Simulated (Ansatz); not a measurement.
# Searching the electronic states of Ni, part 2 of 2

How much does the result for Ni depend on the starting moments? The same cell is run from several starts. We look at Ni: the measured crystal structure (space group Fm-3m, primitive cell doubled), with 2 atoms per cell. Source: COD entry 9013003, which need not be the ambient phase.

Ansatz 0.2.0; DFT r2SCAN, PAW, plane waves, scalar-relativistic. The steps go on from the part before.

## (7) Moments +- scaled by 0.65, plain SCF

File input.yaml:

```yaml
crystal:
  lattice:
    - [0.0, 3.5481, 3.5481]
    - [1.77405, 0.0, 1.77405]
    - [1.77405, 1.77405, 0.0]
  atoms:
    - { symbol: Ni, position: [0.0, 0.0, 0.0], spin: 1.3 }
    - { symbol: Ni, position: [0.5, 0.0, 0.0], spin: -1.3 }
magnetization:
  spin_polarized: true
hamiltonian:
  xc: r2scan
  pseudopotentials: { kind: paw }
basis:
  ecutwfc: 500
kpoints:
  mp_grid: { grid: [6, 12, 12] }
scf:
  occupations: { method: fermi_dirac, width: 0.1 }
  lower_state_search: "off"
output:
  forces: true
  stress: true
```

Log (excerpt; [...] marks lines left out):

```text
[... 21 lines as in an earlier run ...]
Starting moments: Σ|m| = 2.6 μB on 2 of 2 sites
Starting magnetic order: antiferromagnet; a translation exchanges its spin sublattices: spin-degenerate at every k-point
[... 3 lines as in an earlier run ...]
[...]
SCF iter   1: F=-11690.193358 eV  HF=-11690.002562 eV  |F-HF|=1.91e-1  |Δ(HF+E_count)|=         —  Δρ=5.36e-2 (↑5.36e-2 ↓5.36e-2)  dr2=2.84e-1  dr2_τ=1.93e-2  dr2_m=4.50e-1  M=0.000 μB ∫|m|=1.661 μB  β_m=0.30  ethr=7.90e-4  ⟨swp⟩=1.2  Hψ=12823  notcnv=0
[...]
spin-set hold released at iteration 8 (site moments contracting): the magnetisation degrees of freedom join the quasi-Newton model from the next iteration; the mixer history was flushed
[...]
SCF iter  22: F=-11690.397688 eV  HF=-11690.397688 eV  |F-HF|=3.80e-10  |Δ(HF+E_count)|=   1.81e-8  Δρ=6.82e-7 (↑6.82e-7 ↓6.82e-7)  dr2=4.94e-11  dr2_τ=1.32e-12  dr2_m=5.77e-11  M=0.000 μB ∫|m|=1.071 μB  ethr=1.00e-12  ⟨swp⟩=1.6  Hψ=8749  notcnv=0
[...]
[... 1 line as in an earlier run ...]
SCF converged after 22 iterations
Magnetization: 0.0000 μB (18.0000 up, 18.0000 down)
Absolute magnetization: 1.0718 μB (∫|ρ↑−ρ↓|, with the PAW one-centre terms)
Spin contamination: 0.4048 ħ² per cell (⟨S²⟩ above its minimum at these occupations)
Per-site moments (μB) at R_I (Å): [(0.5122930589660155, 1.0349152977602956), (-0.5122930589660155, 1.0349152977602956)]
Free energy (F): -11690.397688 eV
[...]
E sigma→0 (E₀):  -11690.343058 eV
Entropy (-TS):   -0.109260 eV (-54.630 meV/atom)
Fermi energy:    17.273296 eV
[... 26 lines left out: energy terms, forces, stress ...]
```

Wall time 7.6 s (2 threads of an x86-64 CPU, shared host); peak memory 0.51 GiB.

Nothing new: the 22 iterations lead to the state found in step 3 (antiferromagnetic).

## (8) A moment on one site alone, plain SCF

Edit input.yaml of step 7 so:

```diff
@@ -6,4 +6,4 @@
   atoms:
-    - { symbol: Ni, position: [0.0, 0.0, 0.0], spin: 1.3 }
-    - { symbol: Ni, position: [0.5, 0.0, 0.0], spin: -1.3 }
+    - { symbol: Ni, position: [0.0, 0.0, 0.0], spin: 2.0 }
+    - { symbol: Ni, position: [0.5, 0.0, 0.0] }
 magnetization:
```

Log (excerpt; [...] marks lines left out):

```text
[... 14 lines as in an earlier run ...]
Magnetic group: BNS 166.97 (UNI 1327), of the structure as read, at distance tolerance 2.8e-5 Å
[... 6 lines as in an earlier run ...]
Starting moments: Σ|m| = 2 μB on 1 of 2 sites
[... 2 lines as in an earlier run ...]
SCF iter   1: F=-11685.747194 eV  HF=-11690.217372 eV  |F-HF|=4.47e0  |Δ(HF+E_count)|=         —  Δρ=1.06e-1 (↑1.06e-1 ↓5.52e-2)  dr2=5.17e0  dr2_τ=2.14e-2  dr2_m=2.28e-1  M=1.538 μB ∫|m|=1.693 μB  β_m=0.30  ethr=3.10e-3  ⟨swp⟩=5.3  Hψ=17555  notcnv=0
[...]
spin-set hold released at iteration 6 (the charge has settled, or the pull on large starting moments outlasts its swing): the magnetisation degrees of freedom join the quasi-Newton model from the next iteration; the mixer history was flushed
[...]
SCF iter  23: F=-11690.578882 eV  HF=-11690.578882 eV  |F-HF|=8.11e-8  |Δ(HF+E_count)|=   1.47e-7  Δρ=7.45e-6 (↑4.46e-6 ↓7.45e-6)  dr2=7.66e-9  dr2_τ=6.49e-11  dr2_m=1.85e-9  M=1.497 μB ∫|m|=1.862 μB  ethr=1.54e-10  ⟨swp⟩=4.5  Hψ=16613  notcnv=0
[...]
[... 1 line as in an earlier run ...]
SCF converged after 23 iterations
Magnetization: 1.4973 μB (18.7486 up, 17.2514 down)
Absolute magnetization: 1.8641 μB (∫|ρ↑−ρ↓|, with the PAW one-centre terms)
Spin contamination: 0.0467 ħ² per cell (⟨S²⟩ above its minimum at these occupations)
Per-site moments (μB) at R_I (Å): [(0.8204978195579145, 1.0349152977602956), (0.8204034675632482, 1.0349152977602956)]
Free energy (F): -11690.578882 eV
[...]
E sigma→0 (E₀):  -11690.539223 eV
Entropy (-TS):   -0.079319 eV (-39.660 meV/atom)
Fermi energy:    17.525199 eV
[... 26 lines left out: energy terms, forces, stress ...]
```

Run time: 12 s. Hardware: 2 threads of an x86-64 CPU, shared host; peak memory 0.52 GiB.

The run ends in the same state as step 2 (ferromagnetic); it took 23 iterations.

## (9) Parallel moments, Broyden mixing, no switch to direct minimisation

Edit input.yaml of step 8 so:

```diff
@@ -7,3 +7,3 @@
     - { symbol: Ni, position: [0.0, 0.0, 0.0], spin: 2.0 }
-    - { symbol: Ni, position: [0.5, 0.0, 0.0] }
+    - { symbol: Ni, position: [0.5, 0.0, 0.0], spin: 2.0 }
 magnetization:
@@ -20,2 +20,4 @@
   lower_state_search: "off"
+  algorithm: density_mixing
+  mixing: { algorithm: broyden, beta: 0.3 }
 output:
```

Log (excerpt; [...] marks lines left out):

```text
[... 21 lines as in an earlier run ...]
Starting moments: Σ|m| = 4 μB on 2 of 2 sites
[... 3 lines as in an earlier run ...]
SCF iter   1: F=-11690.360224 eV  HF=-11689.767149 eV  |F-HF|=5.93e-1  |Δ(HF+E_count)|=         —  Δρ=1.09e-1 (↑8.67e-2 ↓1.09e-1)  dr2=6.70e-2  dr2_τ=3.25e-2  dr2_m=1.94e0  M=2.106 μB ∫|m|=2.375 μB  β_m=0.63  ethr=1.87e-4  ⟨swp⟩=1.5  Hψ=25410  notcnv=0
[...]
[... 1 line as in an earlier run ...]
[...]
SCF iter  15: F=-11690.578882 eV  HF=-11690.578882 eV  |F-HF|=8.09e-10  |Δ(HF+E_count)|=   2.81e-7  Δρ=1.29e-6 (↑5.48e-7 ↓1.29e-6)  dr2=2.27e-10  dr2_τ=3.29e-12  dr2_m=1.03e-10  M=1.497 μB ∫|m|=1.862 μB  ethr=2.96e-12  ⟨swp⟩=4.1  Hψ=15926  notcnv=0
[...]
[... 1 line as in an earlier run ...]
SCF converged after 15 iterations
Magnetization: 1.4973 μB (18.7486 up, 17.2514 down)
Absolute magnetization: 1.8642 μB (∫|ρ↑−ρ↓|, with the PAW one-centre terms)
Spin contamination: 0.0467 ħ² per cell (⟨S²⟩ above its minimum at these occupations)
Per-site moments (μB) at R_I (Å): [(0.8204742234138076, 1.0349152977602956), (0.8204742234138076, 1.0349152977602956)]
Free energy (F): -11690.578882 eV
[...]
E sigma→0 (E₀):  -11690.539223 eV
Entropy (-TS):   -0.079318 eV (-39.659 meV/atom)
Fermi energy:    17.525235 eV
[... 26 lines left out: energy terms, forces, stress ...]
```

Wall time 9.2 s (2 threads of an x86-64 CPU, shared host); peak memory 0.51 GiB.

This is the state of step 2 again (ferromagnetic), after 15 iterations.

## (10) Parallel moments, spin not held back in the first iterations, no switch to direct minimisation

Edit input.yaml of step 9 so:

```diff
@@ -21,3 +21,3 @@
   algorithm: density_mixing
-  mixing: { algorithm: broyden, beta: 0.3 }
+  mixing: { spin_hold: "off" }
 output:
```

Log (excerpt; [...] marks lines left out):

```text
[... 21 lines as in an earlier run ...]
Starting moments: Σ|m| = 4 μB on 2 of 2 sites
[... 2 lines as in an earlier run ...]
[...]
SCF iter   1: F=-11690.356856 eV  HF=-11689.638287 eV  |F-HF|=7.19e-1  |Δ(HF+E_count)|=         —  Δρ=1.08e-1 (↑8.32e-2 ↓1.08e-1)  dr2=8.51e-2  dr2_τ=3.60e-2  dr2_m=1.86e0  M=2.092 μB ∫|m|=2.257 μB  β_m=0.63  ethr=2.37e-4  ⟨swp⟩=1.4  Hψ=25328  notcnv=0
[...]
SCF iter  15: F=-11690.578882 eV  HF=-11690.578882 eV  |F-HF|=1.25e-8  |Δ(HF+E_count)|=   2.04e-8  Δρ=1.22e-6 (↑6.60e-7 ↓1.22e-6)  dr2=1.99e-10  dr2_τ=6.25e-12  dr2_m=9.61e-11  M=1.497 μB ∫|m|=1.862 μB  ethr=1.00e-12  ⟨swp⟩=4.0  Hψ=14592  notcnv=0
[...]
[... 1 line as in an earlier run ...]
SCF converged after 15 iterations
Magnetization: 1.4973 μB (18.7486 up, 17.2514 down)
Absolute magnetization: 1.8642 μB (∫|ρ↑−ρ↓|, with the PAW one-centre terms)
Spin contamination: 0.0467 ħ² per cell (⟨S²⟩ above its minimum at these occupations)
Per-site moments (μB) at R_I (Å): [(0.8204768826863117, 1.0349152977602956), (0.8204768826863117, 1.0349152977602956)]
Free energy (F): -11690.578882 eV
[...]
E sigma→0 (E₀):  -11690.539223 eV
Entropy (-TS):   -0.079319 eV (-39.660 meV/atom)
Fermi energy:    17.525236 eV
[... 26 lines left out: energy terms, forces, stress ...]
```

Run time: 9 s. Hardware: 2 threads of an x86-64 CPU, shared host; peak memory 0.51 GiB.

Nothing new: the 15 iterations lead to the state found in step 2 (ferromagnetic).

## (11) All ends together

```csv
step,iterations,state,moments of Ni1 Ni2 (μB),total (μB),gap (eV),pressure (GPa),above lowest (meV/atom)
2,15,1,0.82 0.82,1.50,none,-11.2,0.0
3,17,2,0.51 -0.51,0.00,none,-12.0,90.6
4,8,3,0.00 0.00,0.00,none,-13.6,106
5,11,1,0.82 0.82,1.50,none,-11.2,0.0
6,25,1,0.82 0.82,1.50,none,-11.2,0.0
7,22,2,0.51 -0.51,0.00,none,-12.0,90.6
8,23,1,0.82 0.82,1.50,none,-11.2,0.0
9,15,1,0.82 0.82,1.50,none,-11.2,0.0
10,15,1,0.82 0.82,1.50,none,-11.2,0.0
```

States are numbered from the lowest. Starts by step: 2 parallel moments, plain SCF; 3 opposed moments +-, plain SCF; 4 no spin polarisation; 5 spin on, no moments given (the program may seed its own), plain SCF; 6 parallel moments scaled by 0.03, plain SCF; 7 moments +- scaled by 0.65, plain SCF; 8 a moment on one site alone, plain SCF; 9 parallel moments, Broyden mixing, no switch to direct minimisation; 10 parallel moments, spin not held back in the first iterations, no switch to direct minimisation.

The 9 runs of this session took 77 s in all, from 2.9 s to 14 s each.

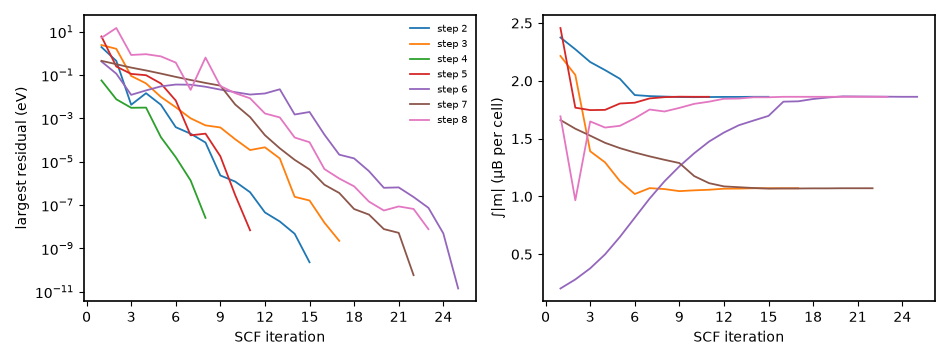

Residual and absolute moment along the iterations (7 of the 9 runs).

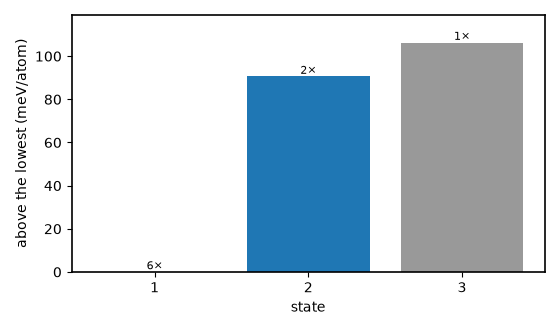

Energy of each distinct state, with the number of starts that reached it (red ferromagnetic, blue opposed moments, grey non-magnetic, green other).

## (12) Outcome

What follows sums up all 2 parts.

| quantity | value |
| --- | --- |
| distinct states | 3 from 9 converged runs |
| lowest state from plain starts | ferromagnetic |
| its moments | Ni1 0.82, Ni2 0.82 μB |
| total moment | 1.50 μB per cell |
| gap on the k-mesh | none |
| pressure | -11.2 GPa |
| largest force | 0.000 eV/Å |
| next state | antiferromagnetic, 90.6 meV/atom higher |
| highest state | non-magnetic (no spin polarisation), 106 meV/atom higher |

**Reading.** 9 runs converged, to 3 different states. Switching spin polarisation off costs 106 meV/atom in free energy, smearing entropy included. The best antiferromagnetic state lies 90.6 meV/atom above the best ferromagnetic one. These are lowest states among those tried, not proven ground states.
